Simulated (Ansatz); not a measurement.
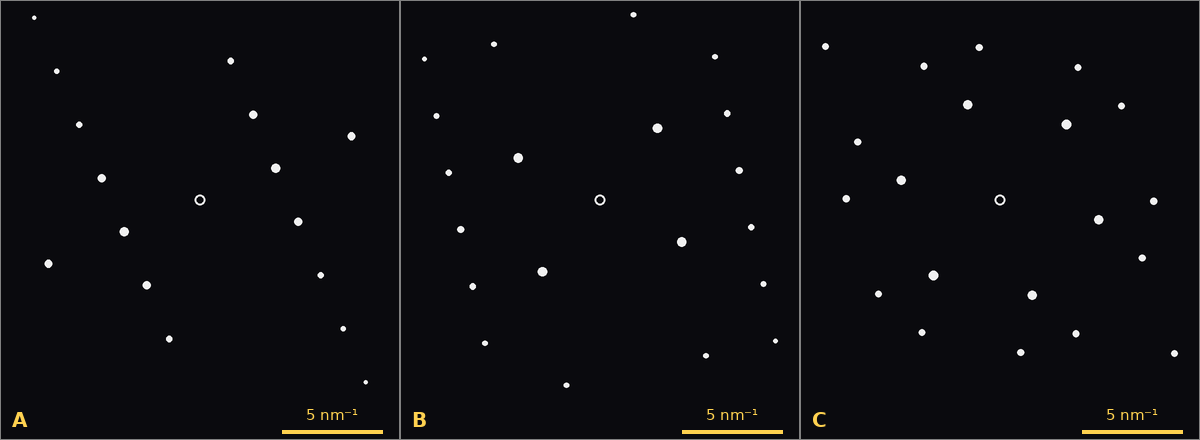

Kinematic zone-axis patterns, calculated for 200 keV electrons with B = 0.5 Å².

All three come from Si, space group Pm-3n (No. 223), a = 4.87 Å. Structure: the input geometry of an electronic-structure calculation (not necessarily at equilibrium); the starting structure was generated, so it need not be a known form of this composition.

Assign the zone axes [110], [111], [211] to A, B and C.

Answer. A is [110]: rectangular net of 1 -1 0 (itself too weak to see) at d = 3.44 Å and 0 0 2 at d = 2.43 Å, at 90.0°. B is [211]: rectangular net of 0 1 -1 (itself too weak to see) at d = 3.44 Å and -1 1 1 (itself extinct) at d = 2.81 Å, at 90.0°. C is [111]: hexagonal net of 0 -1 1 (itself too weak to see) at d = 3.44 Å and 1 -1 0 (itself too weak to see) at d = 3.44 Å, at 60.0°.
